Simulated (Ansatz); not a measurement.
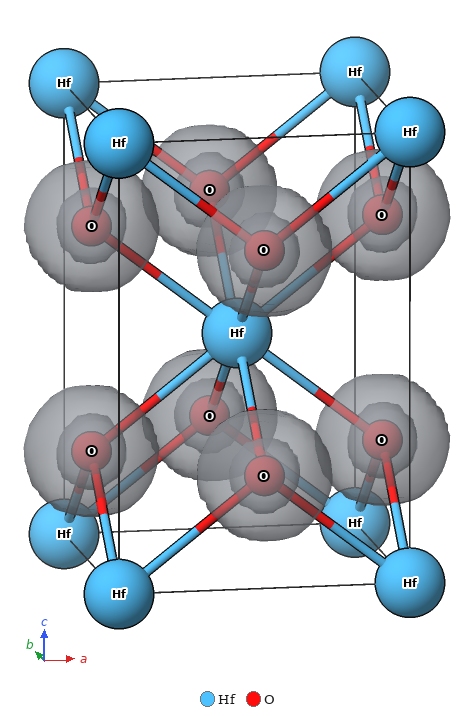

*HfO₂. Isosurface of the electron localisation function at 0.75 (grey), seen slightly off an axis. Only the valence region is drawn (cores and ρ < 0.01 e/Å³ removed). Sticks mark near contacts.*

Space group I4/mmm.

All numbers below come from DFT PBE, scalar-relativistic, plane waves, PAW (Ansatz).

Core electrons are frozen (PAW), and the valence fields are smoothed inside the atomic spheres.

```cif
data_structure
_symmetry_space_group_name_H-M 'P 1'
_symmetry_Int_Tables_number 1
_cell_length_a 3.4918
_cell_length_b 3.4918
_cell_length_c 5.4320
_cell_angle_alpha 90.000
_cell_angle_beta 90.000
_cell_angle_gamma 90.000
_cell_volume 66.23
loop_
_atom_site_label
_atom_site_type_symbol
_atom_site_fract_x
_atom_site_fract_y
_atom_site_fract_z
_atom_site_occupancy
Hf1 Hf 0.00000 0.00000 0.00000 1
Hf2 Hf 0.50000 0.50000 0.50000 1
O1 O 0.00000 0.50000 0.25000 1
O2 O 0.50000 0.00000 0.75000 1
O3 O 0.50000 0.00000 0.25000 1
O4 O 0.00000 0.50000 0.75000 1
```

Q: What do the ELF domains correspond to?

A: The surface consists of four regions wrapped around O (the valence shell of each), counted in one cell of 6 atoms. Regions shared between cells count once. Profiles from the grid: Hf–O (2.21 Å): the ELF peaks at about 0.85 in the valence shell of O, 0.6 Å from its nucleus, and drops to about 0.15 between the two atoms; no shared electron pair shows on this line.
